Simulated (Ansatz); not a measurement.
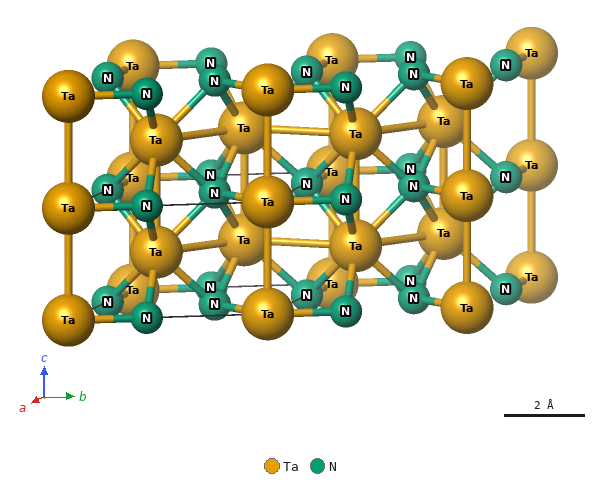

*The input geometry (ball-and-stick view of the cell of the calculation, repeated 1 × 2 × 2, seen slightly off an axis). An atom can appear more than once, as a periodic image.*

## Geometry relaxation of TaN (part 1 of 2)

TaN (P-62m, 6 atoms in the cell), computed with DFT PBEsol + D3(BJ), scalar-relativistic, plane waves, PAW, spin-polarised (Ansatz 0.2.0).

The structure derives from an entry of the Crystallography Open Database. It belongs to a series of runs on one base structure; here: volume 10.591 Å³/atom.

**Log**
```
Engine: ansatz 0.2.0, aarch64-unknown-linux-gnu
Pseudopotentials: kind: paw
Pseudopotential: Ta, paw, valence charge 13, recommended cutoff 420 eV (normal), Ta.paw.azcp
Pseudopotential: N, paw, valence charge 5, recommended cutoff 420 eV (normal), N.paw.azcp
Functional definition: PBEsol
  exchange = pbesol_x
  correlation = pbesol_c
Crystal: 6 atoms, lattice volume = 63.544 Å³
Basis set: ecut = 420 eV, 1251 PW (Γ), exchange–correlation on 72×72×40 points (8 copies of the dense FFT grid, shifted against one another)
Bands: 34, of which v1, the nominal top of the filled ones, is band 27 counted from 1 (26 counted from 0)
Symmetry: 12 space group operations
Space group: P-62m (ITA 189), of the structure as read, at distance tolerance 4.0e-5 Å
Magnetic group: BNS 189.221 (UNI 1451), of the structure as read, at distance tolerance 4.0e-5 Å
k-points: 35 of 288 (time reversal used)
Non-local potential: Ta, projectors of the file, l = 0: 3, l = 1: 2, l = 2: 2, l = 3: 1
Non-local potential: N, projectors of the file, l = 0: 2, l = 1: 2, l = 2: 1
PAW form: soft (Blöchl's): semilocal exchange-correlation on the pseudo side does not see the compensation charge
PAW frozen core: Ta, regenerated for the run's functional, and the local potential with it (the file was generated under x = pbe(κ = 0.804, μ = 0.2195149727645171), c = pbe(β = 0.06672455060314922))
PAW frozen core: N, regenerated for the run's functional, and the local potential with it (the file was generated under x = pbe(κ = 0.804, μ = 0.2195149727645171), c = pbe(β = 0.06672455060314922))
PAW one-centre angular grid: Ta, 590 points (default); XC on 64 Gauss nodes
PAW one-centre angular grid: N, 110 points (default); XC on 64 Gauss nodes
Initial density: superposition of atomic densities (chi_scale 0.1, normalization cell, long waves kept (reshape's long-wave potential 0.01 eV rms))
Starting moments: Σ|m| = 0.15 μB on 3 of 6 sites
Initial wavefunctions: pseudopotential atomic-orbital guess
Functional: x = pbesol(κ = 0.804, μ = 0.12345679012345678), c = pbesol(β = 0.046)
SCF iter   1: F=—  HF=-30566.388940 eV  |F-HF|=—  |Δ(HF+E_count)|=         —  Δρ=3.62e-2 (↑3.62e-2 ↓3.57e-2)  dr2=3.38e0  dr2_m=6.02e-4  M=0.000 μB ∫|m|=0.041 μB  β_m=0.30  ethr=3.10e-3  ⟨swp⟩=5.9  Hψ=9902  notcnv=0
Mixer restart at iter 1: flushing history
preconditioner: auto → Resta (q_TF=auto, 2.655 Å⁻¹)  ε∞=6.5  [insulator: Δε(μ)=0.212 eV  Ē_g=10.890 eV  σ=0.050 eV  W_gap=1.00  n_scr=26 (ndim 8)  ℏωp=25.5 eV  f_vac=0.000  D(μ)=0.01/eV (n_scr^D=0)  ε∞_Penn≈6.5]
spin=Collinear: Resta preconditioning applied to the charge; magnetization (m = ρ↑ − ρ↓) channel mixes plain (no charge-response kernel on spin).
SCF iter   2: F=—  HF=-30565.575834 eV  |F-HF|=—  |Δ(HF+E_count)|=   8.13e-1  Δρ=2.21e-2 (↑2.21e-2 ↓2.17e-2)  dr2=1.06e0  dr2_m=3.44e-4  M=0.000 μB ∫|m|=0.034 μB  β_m=0.48  ethr=3.10e-3  ⟨swp⟩=2.4  Hψ=3956  notcnv=0  defer=121
SCF iter   3: F=—  HF=-30565.473563 eV  |F-HF|=—  |Δ(HF+E_count)|=   1.02e-1  Δρ=8.37e-3 (↑8.37e-3 ↓8.36e-3)  dr2=9.49e-2  dr2_m=6.81e-5  M=0.000 μB ∫|m|=0.019 μB  β_m=0.68  ethr=1.97e-3  ⟨swp⟩=2.2  Hψ=3617  notcnv=0  defer=125
SCF iter   4: F=—  HF=-30565.558311 eV  |F-HF|=—  |Δ(HF+E_count)|=         —  Δρ=1.53e-3 (↑1.40e-3 ↓1.53e-3)  dr2=7.81e-3  dr2_m=1.03e-5  M=-0.000 μB ∫|m|=0.004 μB  β_m=0.68  ethr=1.76e-4  ⟨swp⟩=2.9  Hψ=4215  notcnv=0  defer=132
Mixer restart at iter 4: flushing history
SCF iter   5: F=—  HF=-30565.558499 eV  |F-HF|=—  |Δ(HF+E_count)|=   1.88e-4  Δρ=6.99e-4 (↑6.65e-4 ↓6.99e-4)  dr2=1.22e-3  dr2_m=2.21e-6  M=-0.000 μB ∫|m|=0.002 μB  β_m=0.84  ethr=1.45e-5  ⟨swp⟩=2.1  Hψ=3100  notcnv=0  defer=132
SCF iter   6: F=—  HF=-30565.558353 eV  |F-HF|=—  |Δ(HF+E_count)|=   1.45e-4  Δρ=1.58e-4 (↑1.58e-4 ↓1.52e-4)  dr2=1.10e-4  dr2_m=4.36e-8  M=-0.000 μB ∫|m|=0.000 μB  β_m=0.92  ethr=2.27e-6  ⟨swp⟩=2.2  Hψ=3182  notcnv=0  defer=132
SCF iter   7: F=—  HF=-30565.558363 eV  |F-HF|=—  |Δ(HF+E_count)|=   1.02e-5  Δρ=9.08e-5 (↑9.08e-5 ↓8.96e-5)  dr2=2.16e-5  dr2_m=4.05e-9  M=-0.000 μB ∫|m|=0.000 μB  β_m=0.85  ethr=2.04e-7  ⟨swp⟩=2.0  Hψ=3362  notcnv=0  defer=132
SCF iter   8: F=—  HF=-30565.558364 eV  |F-HF|=—  |Δ(HF+E_count)|=   2.13e-7  Δρ=2.69e-5 (↑2.66e-5 ↓2.69e-5)  dr2=2.63e-6  dr2_m=1.11e-10  M=0.000 μB ∫|m|=0.000 μB  β_m=0.79  ethr=4.01e-8  ⟨swp⟩=2.0  Hψ=3416  notcnv=0  defer=132
SCF iter   9: F=—  HF=-30565.558365 eV  |F-HF|=—  |Δ(HF+E_count)|=   1.39e-6  Δρ=4.43e-6 (↑4.43e-6 ↓4.16e-6)  dr2=3.89e-8  dr2_m=8.25e-11  M=0.000 μB ∫|m|=0.000 μB  β_m=0.90  ethr=4.87e-9  ⟨swp⟩=2.0  Hψ=3424  notcnv=0  defer=132
SCF iter  10: F=-30565.558365 eV  HF=-30565.558365 eV  |F-HF|=6.54e-9  |Δ(HF+E_count)|=   1.12e-8  Δρ=1.10e-6 (↑1.04e-6 ↓1.10e-6)  dr2=7.42e-9  dr2_m=1.35e-12  M=0.000 μB ∫|m|=0.000 μB  ethr=7.21e-11  ⟨swp⟩=8.2  Hψ=9360  notcnv=0
WARN: the starting moments were not kept: the SCF closed with an absolute magnetisation of 2.0e-6 μB, where they sum to 0.15 μB in size (3 sites). That is at most 0.1 of that sum. Measured as dr2_m measures the in/out step, that magnetisation stands 2.6e-13 eV from none, at or under the dr2_threshold of 1.0e-7 eV: it is no larger than a step whose dr2_m would equal this threshold. The system may hold no moment; this SCF shows only that its start led to no more than that. To try another start: raise the starting moments (crystal.atoms[].spin, magnetization.per_species, magnetization.initial_magnetization, or on a non-collinear deck that types none of these the spinor_matrix: blocks that start its atoms; where the total moment is fixed, keep their sum and leave initial_magnetization as it is; typed ones take the place of any that the run laid by itself, positive ones on a crystal's lanthanoids without a Hubbard term where scf.initial_density.shell_occupations: [] is typed) or, if the notice of its spin-set hold's release reads "site moments contracting" or "site moments show no strong build", lengthen the hold (scf.mixing.spin_hold: { on: { confirm: 4 } }; for m-r²SCAN on two components see the key's manual first). Each may lead to a state that holds a moment. A second SCF, from the converged charge density, with the starting moments and any scf.initial_density.shell_occupations laid on it anew, would have followed, and was not run: the deck does not ask for one (magnetization.retry_lost_moments is false, the default). To let it run, set magnetization.retry_lost_moments: true and run the deck again, where that key's refused combinations let it; where memory then withholds it, that run's warning says so.
SCF 1 converged in 10 iterations: F = -30565.558365 eV  dr2 = 7.42e-9
  greatest PAW one-centre occupation: 1.000 electrons in one spin orbital (limit 2), on the Ta atom at site 2 (counted from 0), in its partial waves of l = 0
relax step   1: F+E_penalty+E_count = -30565.55836508 eV  Δ(F+E_penalty+E_count) = +0.000e0 eV  max|allowed force component| = 2.904e-1 eV/Å  Δτ_max = 0.0000 Å  P = +14.568 GPa  Ω = 63.544 Å³  fix = [volume]  reactions: volume +14.568 GPa  (10 SCF iters, dr2 threshold 1.00e-7 eV, accepted)
Basis set: ecut = 420 eV, 1263 PW (Γ), exchange–correlation on 72×72×40 points (8 copies of the dense FFT grid, shifted against one another)
Initial density: handed on by an earlier stage of this run
Starting moments: Σ|m| = 0.15 μB on 3 of 6 sites; this step starts from the density that it was given
Initial wavefunctions: those handed on with the density
iter 1 solved again at ethr=2.84e-6 eV; its pass at ethr=3.10e-3 eV (dr2=1.53e-3 eV) is discarded
SCF iter   1: F=—  HF=-30565.556783 eV  |F-HF|=—  |Δ(HF+E_count)|=         —  Δρ=9.50e-4 (↑9.40e-4 ↓9.50e-4)  dr2=1.46e-3  dr2_m=1.71e-7  M=0.000 μB ∫|m|=0.000 μB  β_m=0.65  ethr=2.84e-6  ⟨swp⟩=2.2  Hψ=13974  notcnv=0
preconditioner: auto → Resta (q_TF=auto, 2.655 Å⁻¹)  ε∞=7.2  [insulator: Δε(μ)=0.102 eV  Ē_g=10.237 eV  σ=0.050 eV  W_gap=0.82  n_scr=26 (ndim 8)  ℏωp=25.5 eV  f_vac=0.000  D(μ)=0.65/eV (n_scr^D=0)  ε∞_Penn≈7.2]
spin=Collinear: Resta preconditioning applied to the charge; magnetization (m = ρ↑ − ρ↓) channel mixes plain (no charge-response kernel on spin).
SCF iter   2: F=—  HF=-30565.557984 eV  |F-HF|=—  |Δ(HF+E_count)|=   1.20e-3  Δρ=4.52e-4 (↑4.48e-4 ↓4.52e-4)  dr2=3.91e-4  dr2_m=3.01e-8  M=0.000 μB ∫|m|=0.000 μB  β_m=0.65  ethr=2.70e-6  ⟨swp⟩=1.5  Hψ=2453  notcnv=0
SCF iter   3: F=—  HF=-30565.558429 eV  |F-HF|=—  |Δ(HF+E_count)|=   4.45e-4  Δρ=1.14e-4 (↑1.14e-4 ↓1.13e-4)  dr2=7.51e-5  dr2_m=1.32e-10  M=0.000 μB ∫|m|=0.000 μB  β_m=0.82  ethr=7.23e-7  ⟨swp⟩=2.0  Hψ=3401  notcnv=0
SCF iter   4: F=—  HF=-30565.558442 eV  |F-HF|=—  |Δ(HF+E_count)|=   1.33e-5  Δρ=5.18e-5 (↑5.18e-5 ↓5.18e-5)  dr2=1.40e-5  dr2_m=1.20e-11  M=0.000 μB ∫|m|=0.000 μB  β_m=0.87  ethr=1.39e-7  ⟨swp⟩=2.0  Hψ=3255  notcnv=0
SCF iter   5: F=—  HF=-30565.558432 eV  |F-HF|=—  |Δ(HF+E_count)|=   1.03e-5  Δρ=2.13e-5 (↑2.13e-5 ↓2.13e-5)  dr2=3.04e-6  dr2_m=5.82e-12  M=0.000 μB ∫|m|=0.000 μB  β_m=0.88  ethr=2.59e-8  ⟨swp⟩=2.0  Hψ=3350  notcnv=0
SCF iter   6: F=—  HF=-30565.558439 eV  |F-HF|=—  |Δ(HF+E_count)|=   7.64e-6  Δρ=1.34e-5 (↑1.34e-5 ↓1.34e-5)  dr2=1.51e-6  dr2_m=6.62e-13  M=0.000 μB ∫|m|=0.000 μB  β_m=0.94  ethr=5.62e-9  ⟨swp⟩=2.0  Hψ=3199  notcnv=0
SCF iter   7: F=—  HF=-30565.558441 eV  |F-HF|=—  |Δ(HF+E_count)|=   1.40e-6  Δρ=2.43e-6 (↑2.43e-6 ↓2.43e-6)  dr2=4.34e-8  dr2_m=3.90e-14  M=0.000 μB ∫|m|=0.000 μB  β_m=0.97  ethr=2.80e-9  ⟨swp⟩=2.0  Hψ=3248  notcnv=0
SCF iter   8: F=-30565.558441 eV  HF=-30565.558441 eV  |F-HF|=7.79e-9  |Δ(HF+E_count)|=   4.45e-8  Δρ=1.01e-6 (↑1.01e-6 ↓1.01e-6)  dr2=8.45e-9  dr2_m=3.74e-15  M=-0.000 μB ∫|m|=0.000 μB  ethr=8.04e-11  ⟨swp⟩=2.2  Hψ=7298  notcnv=0
the starting moments were not kept: the SCF closed with an absolute magnetisation of 4.8e-8 μB, where they sum to 0.15 μB in size (3 sites). That is at most 0.1 of that sum. Measured as dr2_m measures the in/out step, that magnetisation stands 1.6e-16 eV from none, at or under the dr2_threshold of 6.0e-7 eV: it is no larger than a step whose dr2_m would equal this threshold.
SCF 2 converged in 8 iterations: F = -30565.558441 eV  dr2 = 8.45e-9
relax step   2: F+E_penalty+E_count = -30565.55844090 eV  Δ(F+E_penalty+E_count) = -7.581e-5 eV  max|allowed force component| = 1.449e-3 eV/Å  Δτ_max = 0.0171 Å  P = +13.803 GPa  Ω = 63.544 Å³  energy of the carried Pulay correction = -3.289e-17 eV  fix = [volume]  reactions: volume +13.803 GPa  (8 SCF iters, dr2 threshold 6.00e-7 eV, accepted)
iter 1 solved again at ethr=2.77e-6 eV; its pass at ethr=3.10e-3 eV (dr2=1.49e-3 eV) is discarded
SCF iter   1: F=—  HF=-30565.565035 eV  |F-HF|=—  |Δ(HF+E_count)|=         —  Δρ=7.96e-4 (↑7.92e-4 ↓7.96e-4)  dr2=1.54e-3  dr2_m=1.02e-7  M=-0.000 μB ∫|m|=0.000 μB  β_m=0.65  ethr=2.77e-6  ⟨swp⟩=2.2  Hψ=13404  notcnv=0
preconditioner: auto → Resta (q_TF=auto, 2.655 Å⁻¹)  ε∞=7.2  [insulator: Δε(μ)=0.146 eV  Ē_g=10.275 eV  σ=0.050 eV  W_gap=0.96  n_scr=26 (ndim 8)  ℏωp=25.5 eV  f_vac=0.000  D(μ)=0.19/eV (n_scr^D=0)  ε∞_Penn≈7.2]
spin=Collinear: Resta preconditioning applied to the charge; magnetization (m = ρ↑ − ρ↓) channel mixes plain (no charge-response kernel on spin).
SCF iter   2: F=—  HF=-30565.564832 eV  |F-HF|=—  |Δ(HF+E_count)|=   2.03e-4  Δρ=3.32e-4 (↑3.31e-4 ↓3.32e-4)  dr2=3.06e-4  dr2_m=1.79e-8  M=-0.000 μB ∫|m|=0.000 μB  β_m=0.65  ethr=2.77e-6  ⟨swp⟩=2.0  Hψ=2581  notcnv=0
SCF iter   3: F=—  HF=-30565.564783 eV  |F-HF|=—  |Δ(HF+E_count)|=   4.87e-5  Δρ=7.54e-5 (↑7.53e-5 ↓7.54e-5)  dr2=2.11e-5  dr2_m=5.37e-11  M=-0.000 μB ∫|m|=0.000 μB  β_m=0.82  ethr=5.67e-7  ⟨swp⟩=2.5  Hψ=3808  notcnv=0
SCF iter   4: F=—  HF=-30565.564848 eV  |F-HF|=—  |Δ(HF+E_count)|=   6.48e-5  Δρ=4.10e-5 (↑4.09e-5 ↓4.10e-5)  dr2=1.43e-5  dr2_m=1.51e-11  M=-0.000 μB ∫|m|=0.000 μB  β_m=0.91  ethr=3.90e-8  ⟨swp⟩=2.1  Hψ=3601  notcnv=0
SCF iter   5: F=—  HF=-30565.564846 eV  |F-HF|=—  |Δ(HF+E_count)|=   1.58e-6  Δρ=2.36e-5 (↑2.36e-5 ↓2.36e-5)  dr2=2.05e-6  dr2_m=9.12e-12  M=0.000 μB ∫|m|=0.000 μB  β_m=0.77  ethr=2.65e-8  ⟨swp⟩=2.3  Hψ=3919  notcnv=0
SCF iter   6: F=—  HF=-30565.564850 eV  |F-HF|=—  |Δ(HF+E_count)|=   3.18e-6  Δρ=9.20e-6 (↑9.20e-6 ↓9.20e-6)  dr2=6.63e-7  dr2_m=1.43e-12  M=0.000 μB ∫|m|=0.000 μB  β_m=0.88  ethr=3.79e-9  ⟨swp⟩=2.0  Hψ=3418  notcnv=0
SCF iter   7: F=—  HF=-30565.564851 eV  |F-HF|=—  |Δ(HF+E_count)|=   1.24e-6  Δρ=2.36e-6 (↑2.36e-6 ↓2.36e-6)  dr2=4.08e-8  dr2_m=3.17e-14  M=0.000 μB ∫|m|=0.000 μB  β_m=0.94  ethr=1.23e-9  ⟨swp⟩=2.0  Hψ=3424  notcnv=0
SCF iter   8: F=-30565.564851 eV  HF=-30565.564851 eV  |F-HF|=1.91e-9  |Δ(HF+E_count)|=   6.82e-8  Δρ=5.73e-7 (↑5.73e-7 ↓5.71e-7)  dr2=2.14e-9  dr2_m=3.51e-15  M=-0.000 μB ∫|m|=0.000 μB  ethr=7.55e-11  ⟨swp⟩=1.9  Hψ=7303  notcnv=0
the starting moments were not kept: the SCF closed with an absolute magnetisation of 5.0e-8 μB, where they sum to 0.15 μB in size (3 sites). That is at most 0.1 of that sum. Measured as dr2_m measures the in/out step, that magnetisation stands 2.3e-16 eV from none, at or under the dr2_threshold of 6.0e-7 eV: it is no larger than a step whose dr2_m would equal this threshold.
SCF 3 converged in 8 iterations: F = -30565.564851 eV  dr2 = 2.14e-9
  greatest PAW one-centre occupation: 1.000 electrons in one spin orbital (limit 2), on the Ta atom at site 1 (counted from 0), in its partial waves of l = 0
relax step   3: F+E_penalty+E_count = -30565.56485084 eV  Δ(F+E_penalty+E_count) = -6.410e-3 eV  max|allowed force component| = 6.687e-2 eV/Å  Δτ_max = 0.0004 Å  P = +13.992 GPa  Ω = 63.544 Å³  energy of the carried Pulay correction = -3.289e-17 eV  fix = [volume]  reactions: volume +13.992 GPa  (8 SCF iters, dr2 threshold 6.00e-7 eV, accepted)
iter 1 solved again at ethr=2.10e-7 eV; its pass at ethr=3.10e-3 eV (dr2=1.13e-4 eV) is discarded
```
